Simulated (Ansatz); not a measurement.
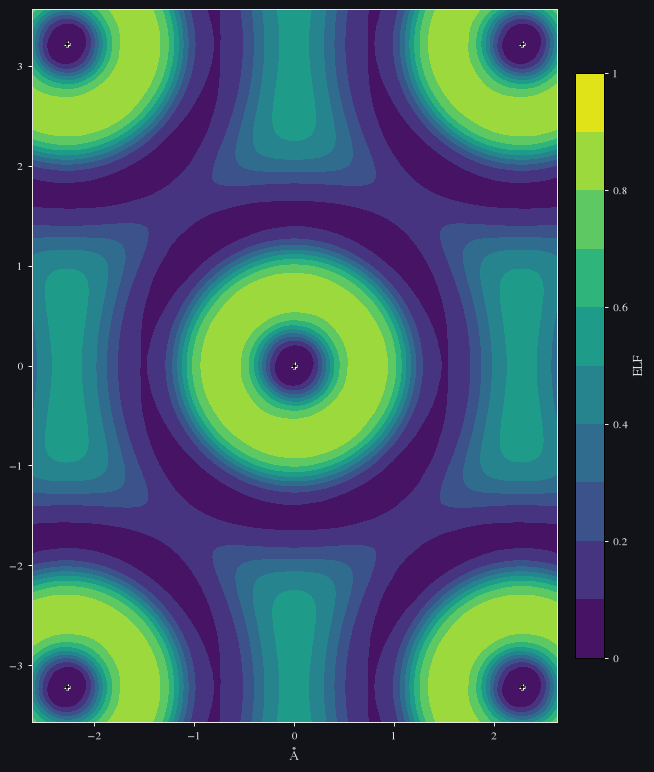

The ELF on a plane through atoms (crosses mark nuclei in the plane).

Computed with DFT, PBEsol, plane waves (420 eV) with PAW, scalar-relativistic in Ansatz 0.2.0.

Candidates:
A. Sr, a = 4.55 Å, b = 4.55 Å, c = 4.55 Å, α = 90.00°, β = 90.00°, γ = 90.00°. Space group Im-3m; set up as Sr, bcc; a generated structure, not necessarily the stable one; changed on purpose from its base cell (volume × 0.92).
B. B, a = 1.95 Å, b = 1.95 Å, c = 1.95 Å, α = 90.00°, β = 90.00°, γ = 90.00°. Space group Pm-3m; set up as B, simple cubic; a generated structure, not necessarily the stable one; changed on purpose from its base cell (volume × 1.12); computed pressure about −22 GPa in this cell; computed without spin polarisation.
C. Sn, a = 4.54 Å, b = 4.54 Å, c = 4.54 Å, α = 90.00°, β = 90.00°, γ = 90.00°. Space group Fm-3m; set up as Sn, fcc; a generated structure, not necessarily the stable one; changed on purpose from its base cell (volume × 0.88); computed pressure about 9 GPa in this cell.

**Which candidate gave the map?**

Candidate A: Sr on the (011̄) plane of the conventional cell, which holds Sr. Sr–Sr (3.94 Å): the ELF is about 0.15 at the midpoint; no localised pair shows between them.
